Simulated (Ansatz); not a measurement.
## A series of single points on Al

System: Al (I4/mmm, 1 atom in the cell).
Method: DFT LDA, scalar-relativistic, plane waves, PAW, no spin polarisation (Ansatz 0.2.0).

The 5 runs differ only in the geometry, by a strain of the cell at fixed fractional positions. Against run 3, the strain is εxx = η and εyy = η. The structure derives from a Materials Project entry.

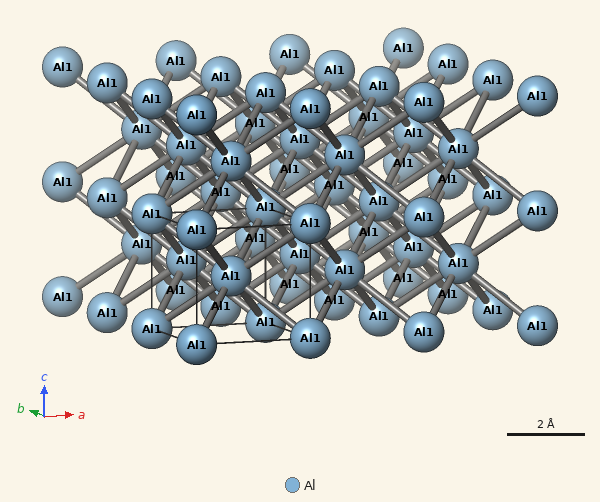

Figure 1. The structure of run 3 (ball-and-stick view of the cell 2 times as large as that of the calculation, set on its symmetry axes, repeated 3 × 3 × 2, seen slightly off an axis; atoms are numbered from 1 in the order of the input).

**Input of run 3**
```yaml
crystal:
  lattice:
    - [-1.59121869, 1.59121869, 1.5116577555]
    - [1.59121869, -1.59121869, 1.5116577555]
    - [1.59121869, 1.59121869, -1.5116577555]
  atoms:
    - { symbol: Al, position: [0.0, 0.0, 0.0] }
basis:
  ecutwfc: 420
kpoints:
  mp_grid: { grid: [20, 20, 20] }
hamiltonian:
  xc: lda
scf:
  occupations: { method: gaussian, width: 0.15 }
output:
  forces: true
  stress: true
  eigenvalues: true
```

Run 2 differs from it as follows:
```diff
-    - [-1.59121869, 1.59121869, 1.5116577555]
-    - [1.59121869, -1.59121869, 1.5116577555]
-    - [1.59121869, 1.59121869, -1.5116577555]
+    - [-1.5514382228, 1.5514382228, 1.5116577555]
+    - [1.5514382228, -1.5514382228, 1.5116577555]
+    - [1.5514382228, 1.5514382228, -1.5116577555]
```

**Results, with one run withheld**

| run | strain parameter η (%) | free energy per atom, from the lowest run given (meV) | pressure (GPa) |
| --- | --- | --- | --- |
| 1 | −5.0000 | 115.37 | 16.74 |
| 2 | −2.5000 | ? | ? |
| 3 | 0.0000 | 15.51 | 4.73 |
| 4 | 2.5000 | 0.00 | 0.50 |
| 5 | 5.0000 | 2.02 | −2.84 |

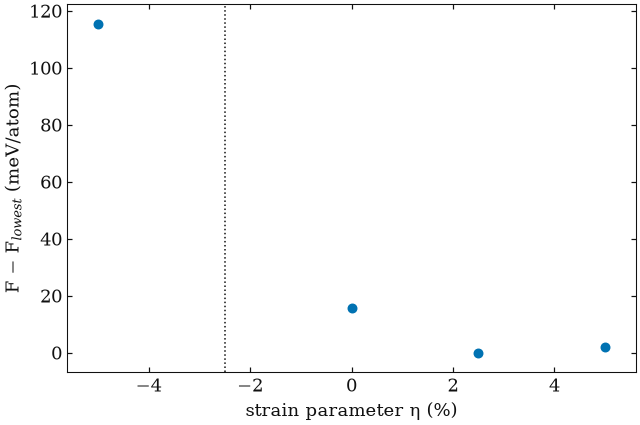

Figure 2. Free energy per atom of the runs given; the dotted line marks run 2.

Fit the runs given and predict run 2.

A quadratic polynomial in the coordinate, fitted to the 4 runs given, misses them by at most 1.18 meV per atom. With x = η − 0.6250, it reads F = 10.012 − 9.1536 x + 1.6979 x² (meV per atom). At run 2 it gives 55.20 meV per atom, and the run itself gives 52.73. The fit has its minimum at η = 3.3206 %. So low a polynomial doesn't follow these energies more closely.

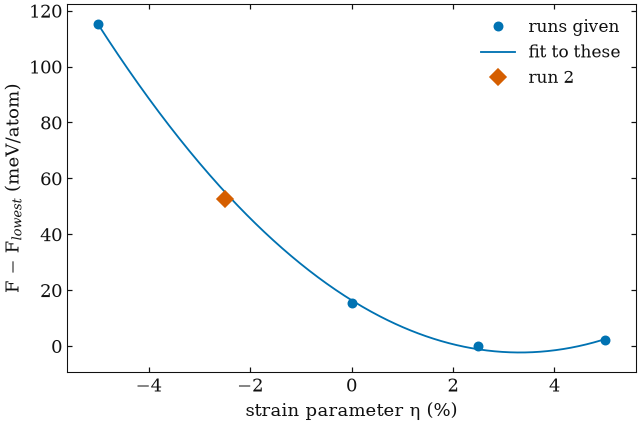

Figure 3. The fit and the withheld run.

**Output, shortened to warnings, some set-up lines, iterations and results (run 2)**
```
Basis set: ecut = 420 eV, 313 PW (Γ)
Symmetry: 16 space group operations
k-points: 641 of 8000
Initial density: superposition of atomic densities (neutral atoms: chi_scale 0, normalization atom), corrected by the library's trained network
[...]
SCF iter   1: F=—  HF=-512.734257 eV  |F-HF|=—  |Δ(HF+E_count)|=         —  Δρ=3.36e-3  dr2=1.48e-3  ethr=1.77e-3  ⟨swp⟩=4.8  Hψ=34023  notcnv=0
SCF iter   2: F=—  HF=-512.733760 eV  |F-HF|=—  |Δ(HF+E_count)|=   4.97e-4  Δρ=1.53e-3  dr2=3.03e-4  ethr=4.94e-5  ⟨swp⟩=1.0  Hψ=8974  notcnv=0
SCF iter   3: F=—  HF=-512.733641 eV  |F-HF|=—  |Δ(HF+E_count)|=   1.20e-4  Δρ=2.84e-5  dr2=3.53e-8  ethr=1.01e-5  ⟨swp⟩=1.9  Hψ=4357  notcnv=0
SCF iter   4: F=—  HF=-512.733641 eV  |F-HF|=—  |Δ(HF+E_count)|=   1.16e-7  Δρ=3.90e-6  dr2=5.52e-10  ethr=1.18e-9  ⟨swp⟩=1.3  Hψ=3840  notcnv=0
SCF iter   5: F=-512.733641 eV  HF=-512.733641 eV  |F-HF|=1.14e-13  |Δ(HF+E_count)|=  5.42e-10  Δρ=1.62e-7  dr2=1.96e-12  ethr=1.84e-11  ⟨swp⟩=2.0  Hψ=4522  notcnv=0
SCF iter   6: F=-512.733641 eV  HF=-512.733641 eV  |F-HF|=1.14e-13  |Δ(HF+E_count)|=  1.14e-13  Δρ=6.19e-9  dr2=4.51e-15  ethr=1.00e-12  ⟨swp⟩=2.3  Hψ=12934  notcnv=0
SCF 1 converged in 6 iterations: F = -512.733641 eV  dr2 = 4.51e-15
SCF converged after 6 iterations
Free energy (F): -512.733641 eV
Harris-Foulkes:  -512.733641 eV  (|F-HF|=1.14e-13)
Internal energy: -512.728931 eV  (E = F + TS)
E sigma→0 (E₀):  -512.731286 eV
Entropy (-TS):   -0.004710 eV (-4.710 meV/atom)
Fermi energy:    9.106025 eV
--- Per-component energies (eV) ---
  E_band       = 13.094412
  E_kinetic    = 24.778737
  E_local      = 11.285296  (includes V_loc(G=0)·N_el)
  E_nonlocal   = 11.411254
  E_hartree    = 0.091496
  E_xc         = -40.197613
  E_vxc        = -30.363833  (∫ρ·V_xc dr)
  E_paw        = -443.494664  (= ΣΔE_a)
  E_vpaw       = -4.200030  (= ΣTr[D̂ρ^β])
  E_aug_tail   = -0.000004  (compensation charges beyond the density's cutoff)
  E_ewald      = -76.659148
  E_core_change = 0.055717  (= ΣΔE_core)
  E_smearing   = -0.004710  (= −TS)
  E_closure    = -0.000000  (closes the sum)
  Σ components = -512.733641   (vs F -512.733641, Δ=0.00e0)
--- Forces (eV/Å), atoms counted from 1 ---
  atom   1  Al     0.00000000     0.00000000     0.00000000
  max |Σ_I F_I| component: 3.94e-31 eV/Å
--- Stress (GPa, compression-positive) ---
       10.614757      -0.000000       0.000000
       -0.000000      10.614757       0.000000
        0.000000      -0.000000       9.002396
  P = ⅓ Tr σ = 10.0773 GPa (100.773 kbar)
```
